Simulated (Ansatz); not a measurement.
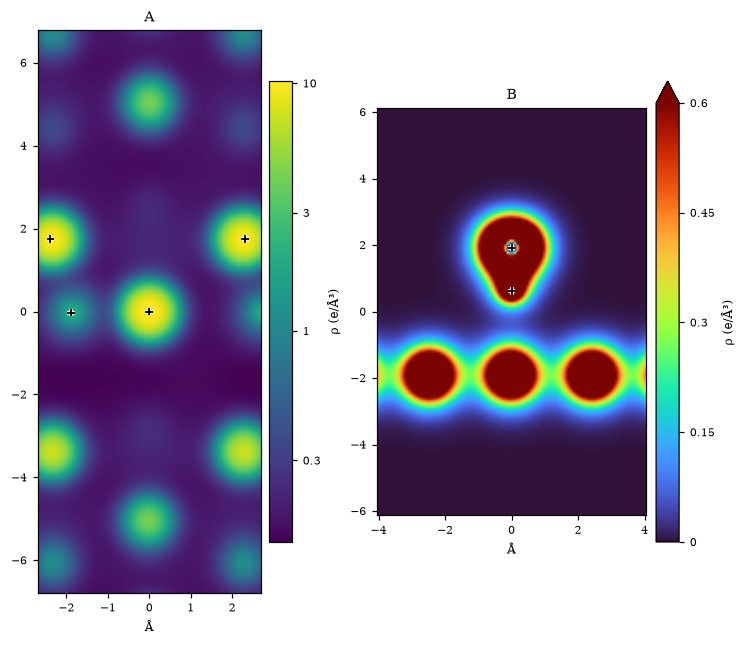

The valence charge density (pseudo) of 2 systems, each on a plane through atoms (crosses mark nuclei in the plane).

All numbers below come from DFT PBE, scalar-relativistic, plane waves, PAW in Ansatz.

System 1: HC₁₈Cl (slab), the (010) plane of the calculation cell, a cut from vacuum to vacuum. 

```
C Cl H
1.0
     7.39800    0.00000    0.00000
    -3.69900    6.40686    0.00000
     0.00000    0.00000   13.00000
C Cl H
18 1 1
Direct
  0.99725 0.00374 0.07318
  0.21996 0.11691 0.07307
  0.99726 0.33728 0.07346
  0.22012 0.45036 0.07321
  0.99726 0.67063 0.07313
  0.21998 0.78367 0.07316
  0.33054 0.00387 0.07311
  0.55320 0.11691 0.07309
  0.33060 0.33719 0.07308
  0.55327 0.45027 0.07308
  0.33061 0.67058 0.07317
  0.55329 0.78354 0.07316
  0.66369 0.00372 0.07321
  0.88650 0.11676 0.07339
  0.66381 0.33717 0.07306
  0.88652 0.45042 0.07317
  0.66391 0.67049 0.07315
  0.88660 0.78357 0.07314
  0.97277 0.28119 0.36857
  0.97133 0.27853 0.26901
```

System 2: Ti₁₂H (cell with a defect), the (110) plane of the calculation cell. Computed without spin polarisation.

```
Ti H
1.0
     5.90000    0.00000    0.00000
    -4.42500    7.66432    0.00000
     0.00000    0.00000    4.68460
Ti H
12 1
Cartesian
  -4.4121 7.6482 0.0165
  -0.0057 1.6962 2.3371
  -1.4548 2.5716 0.0035
  -1.4658 4.2747 2.3512
  2.9470 5.0954 0.0329
  -3.0109 6.7696 2.3354
  -1.4629 7.6610 0.0276
  2.9552 1.7992 2.3111
  1.4815 2.5578 0.0086
  1.4561 4.2371 2.3639
  0.0257 5.1120 0.0225
  0.0556 6.7749 2.3285
  2.9474 0.0189 2.8280
```

Which map belongs to which system?

Answer. Panel A is system 2, Ti₁₂H: the plane holds Ti and H. Ti–H (1.85 Å): the density is about 0.53 e/Å³ at the midpoint. Panel B is system 1, HC₁₈Cl: the plane holds Cl and H. Cl–H (1.29 Å): ρ is about 1.9 e/Å³ halfway.
